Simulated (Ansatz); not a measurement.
**Run report: RbCl, band-structure calculation (part 2 of 2)**

Continued. System: RbCl (I4/mmm, 2 atoms in the cell). Method: DFT, HSE06, plane waves, PAW, no spin polarisation (Ansatz 0.2.0); cutoff 420 eV, 4×4×4 k-mesh, fixed occupations. The structure was built on a prototype by a generator. The geometry comes from this level: r2SCAN (a point of a series of strains). It belongs to a series of runs on one base structure; here: epitaxial_xy strain +0.5%.

Geometry of the input (Å; fractional positions):
```
0.0000  3.3223  3.3036
3.3223  0.0000  3.3036
3.3223  3.3223  0.0000
Rb 0.0000  0.0000  0.0000
Cl 0.5000  0.5000  0.5000
```

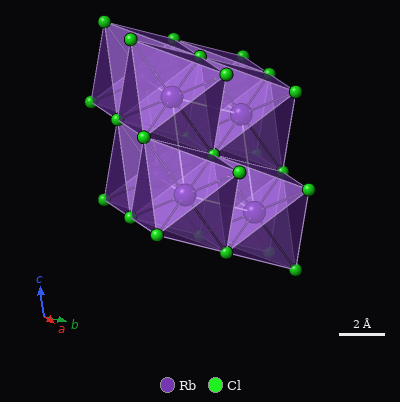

**Figure 1.** The structure as given in the input (polyhedral view of the reduced cell, seen slightly off an axis; polyhedra are completed across the faces of the cell).

## File bands.tsv
```
# k_distance	band_0	band_1	band_2	band_3	band_4	band_5	band_6	band_7	band_8	band_9	band_10	band_11
# fermi_ev = -0.126468
# lock_threshold_ev = 1e-6
# [0, 0, 0] at k_distance = 0.000000
# [0.5, 0, 0.5] at k_distance = 0.945596
# [0.625, 0.25, 0.625] at k_distance = 1.280862
# [0.375, 0.375, 0.75] at k_distance = 1.860466
# [0.5, 0.5, 0.5] at k_distance = 2.441710
# [0.5, 0.25, 0.75] at k_distance = 3.112242
# levels_relative_to = fermi_ev
# free_energy_ev = -4354.023556
# largest_residual_norms_ev = 4.885e-4 6.026e-4 4.127e-4 4.646e-4 4.221e-4 1.108e-3 1.166e-3 1.167e-3 9.666e-4 9.603e-4 1.120e-3 1.367e-3
0.000000	-25.558152	-13.110669	-8.438559	-8.437363	-8.437363	-0.006237	-0.006237	0.000000	6.213907	9.366155	9.366155	9.400105
0.945596	-25.538326	-13.060642	-8.684823	-8.537401	-8.532486	-0.342491	-0.113679	-0.107953	7.508809	9.394038	10.931714	11.582732
1.280862	-25.538472	-13.091645	-8.641796	-8.500686	-8.489968	-0.404611	-0.300074	-0.225416	8.246740	9.989637	10.396586	11.178603
1.860466	-25.538239	-13.090136	-8.644327	-8.503017	-8.493262	-0.403415	-0.289268	-0.226908	8.231924	9.996941	10.393044	11.200579
2.441710	-25.542511	-13.161072	-8.446564	-8.444164	-8.409797	-0.851515	-0.334560	-0.332315	8.952628	9.271556	11.614979	11.628801
3.112242	-25.537907	-13.088810	-8.612237	-8.610756	-8.425407	-0.435963	-0.253082	-0.243082	8.955373	8.968637	10.710043	10.792101
```

## File v_z.tsv
```
# z_ang	v_es[eV]	v_tot[eV]
# format = ansatz-planar-average/11
# xc	hse06
# density_cutoff_ev	1680
# datasets	Rb=:simpson_from_first_knot:soft:fock:shift=0	Cl=:simpson_from_first_knot:soft:fock:shift=0
# lattice	0.000000000	3.322341886	3.303645434
# lattice	3.322341886	0.000000000	3.303645434
# lattice	3.322341886	3.322341886	0.000000000
# sites	2
# site	37	0.000000000	0.000000000	0.000000000
# site	17	3.322341886	3.322341886	3.303645434
0.000000	-5.240677e0	-1.166193e1
0.146828	-4.822170e0	-1.122675e1
0.293656	-3.643518e0	-9.993897e0
0.440484	-1.925594e0	-8.183518e0
0.587313	1.082341e-2	-6.124138e0
0.734141	1.825344e0	-4.182319e0
0.880969	3.264032e0	-2.650404e0
1.027797	4.226310e0	-1.630172e0
1.174625	4.752195e0	-1.069404e0
1.321453	4.887400e0	-9.457700e-1
1.468282	4.607506e0	-1.300924e0
1.615110	3.996882e0	-2.033086e0
1.761938	3.251935e0	-2.917678e0
1.908766	2.546884e0	-3.757618e0
2.055594	1.984937e0	-4.434422e0
2.202422	1.622652e0	-4.875061e0
2.349250	1.496867e0	-5.028339e0
2.496079	1.622652e0	-4.875061e0
2.642907	1.984937e0	-4.434422e0
2.789735	2.546884e0	-3.757618e0
2.936563	3.251935e0	-2.917678e0
3.083391	3.996882e0	-2.033086e0
3.230219	4.607506e0	-1.300924e0
3.377048	4.887400e0	-9.457700e-1
3.523876	4.752195e0	-1.069404e0
3.670704	4.226310e0	-1.630172e0
3.817532	3.264032e0	-2.650404e0
3.964360	1.825344e0	-4.182319e0
4.111188	1.082341e-2	-6.124138e0
4.258016	-1.925594e0	-8.183518e0
4.404845	-3.643518e0	-9.993897e0
4.551673	-4.822170e0	-1.122675e1
```

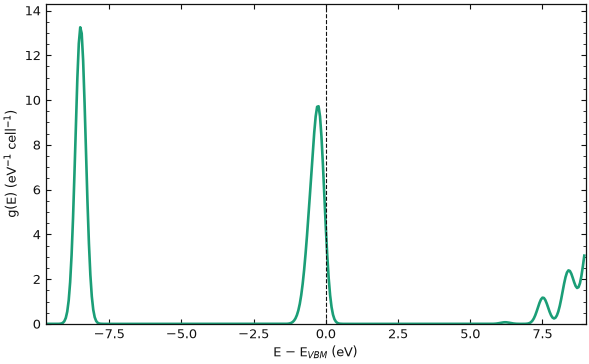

**Figure 2.** Density of states (the curve is built from the levels of the k mesh with Gaussians 0.4 eV wide, which also blur the band edges), with energies from the valence-band top. There is a gap of 6.21 eV on the k-point mesh. Small ripples come from the finite k-point mesh.

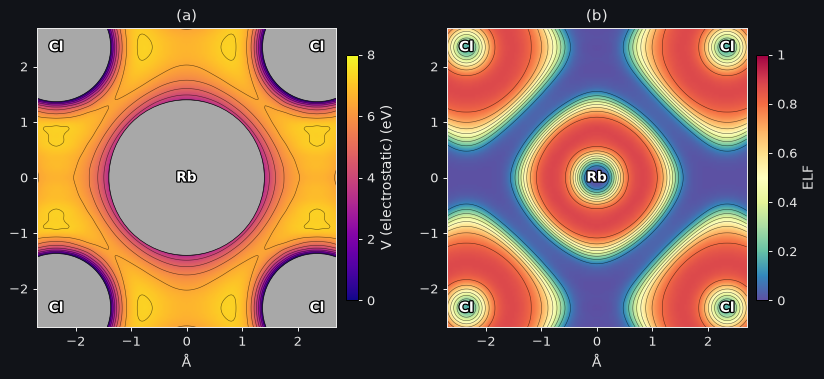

**Figure 3.** (a) electrostatic potential (local pseudopotential plus Hartree) felt by an electron; (b) ELF on the (001) plane of the conventional cell. Grey discs, where drawn, cover atomic cores. Atoms in the plane: Rb and Cl. Rb–Cl (3.32 Å): the ELF is about 0.05 at the midpoint (a closed-shell, largely ionic contact). The strong features right at Rb lie inside the PAW spheres (semicore, d or f shells) and say nothing about bonding. Outside the cores the potential energy rises away from the atoms and is highest about 1.6 Å from the nearest atoms; outside the discs it spans about 6 eV, and its zero is arbitrary. In a PAW calculation such maps are meaningful between the atoms, not at the nuclei.

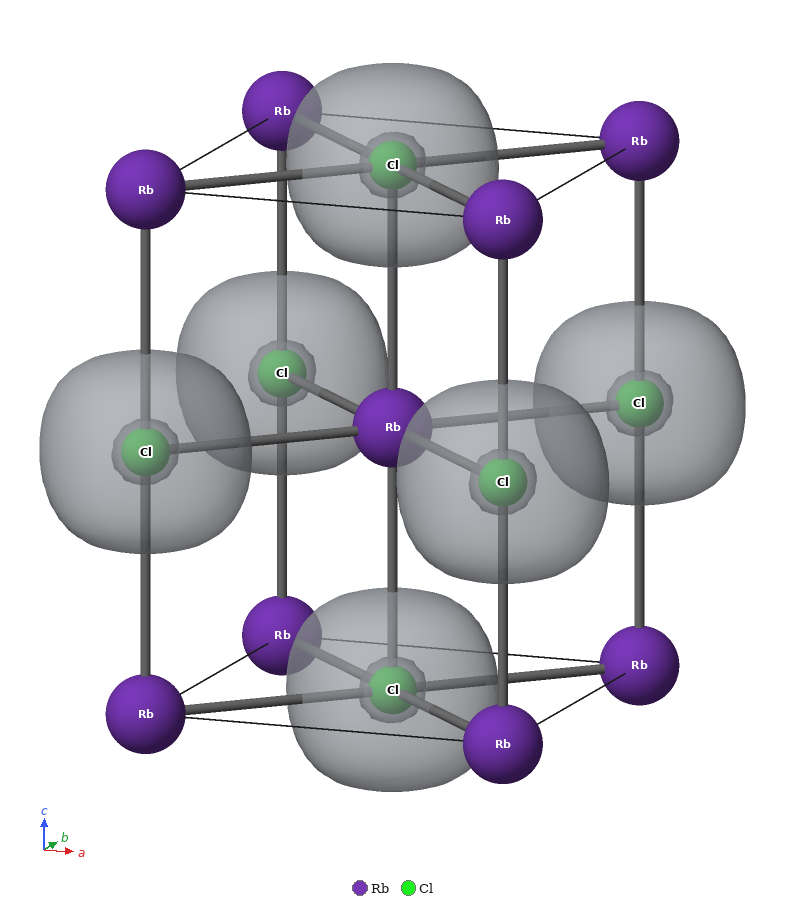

**Figure 4.** Isosurface of the ELF at 0.7 (grey), seen slightly off an axis. Core shells and regions of very low density are left out. Sticks mark near contacts. The outline is the cell set on symmetry axes. Along the contacts the grid gives the following. Rb–Cl (3.30 Å): the ELF is about 0.05 at the midpoint, which marks ionic bonding with no shared pair.

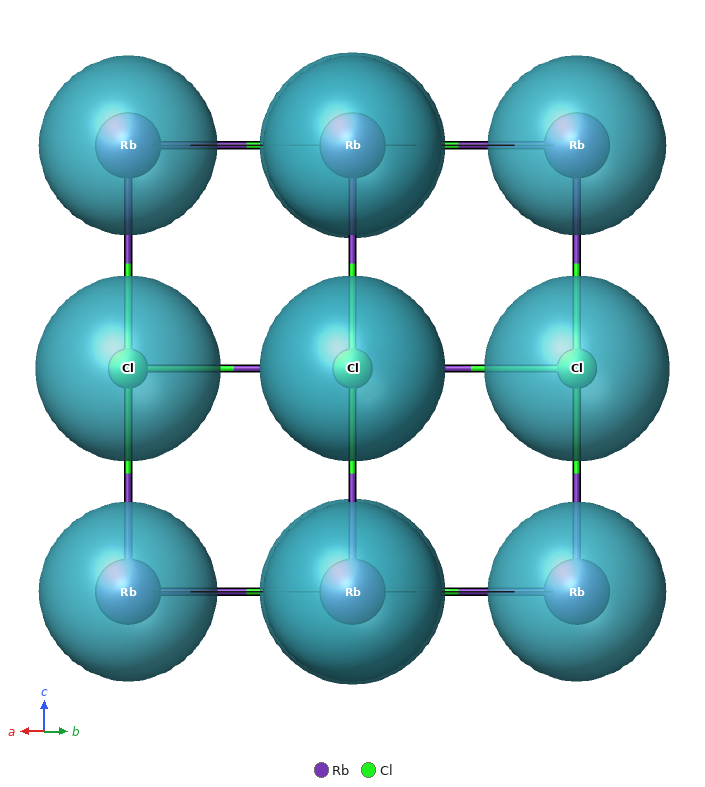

**Figure 5.** Isosurface of the valence pseudo-density at 0.15 e/Å³ (cyan), seen along [110]. Sticks mark near contacts. The outline is the cell set on symmetry axes. At this value the density breaks into separate islands; it holds about 85 % of the electrons treated as valence (semicore included). It is pinched off along the Rb–Cl (3.30 Å) contacts. On the grid the lowest density along these lines, outside the cores, is 0.08 e/Å³ (Rb–Cl, 3.30 Å).

## Key numbers

- outcome: converged
- space group (tolerance 0.01 Å): I4/mmm (139)
- electrons treated: 16
- free energy: −4354.0236 eV
- Fermi energy: −0.126 eV
- gap on the k-point mesh: 6.21 eV
- pressure: 0.20 GPa
- largest force (length of the vector): under 0.001 eV/Å
- wall time: 20 s (CPU time 36 s)
- peak memory: 0.84 GiB

## Remarks

The program warns: the exchange loop's threshold is looser than advised for the stress; the SCF threshold is looser than advised for the printed stress.
